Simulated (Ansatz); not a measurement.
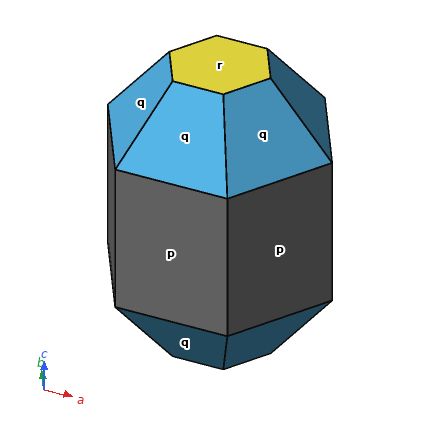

The shape was computed with the Donnay–Harker form of the Bravais–Friedel law: planes with larger spacing d grow more slowly and so show as larger faces; centring, glide planes and screw axes halve or divide d. Faces of one form share a colour. Cell of KI: space group P6_3/mmc (No. 194), a = 6.086 Å, b = 6.086 Å, c = 7.119 Å, α = 90.00°, β = 90.00°, γ = 120.00°. Source: the end point of a relaxation with Ansatz, DFT, PBE, PAW with Ansatz's default frozen-core files, scalar-relativistic; the starting structure was generated, so it need not be a known form of this composition. Forms under 0.4 % of the area are left out.

> Which form is which colour?

grey (p): {100} (d = 5.27 Å, 49 % of the area); blue (q): {101} (d = 4.24 Å, 44 % of the area); yellow (r): {002} (d = 3.56 Å, 7 % of the area).
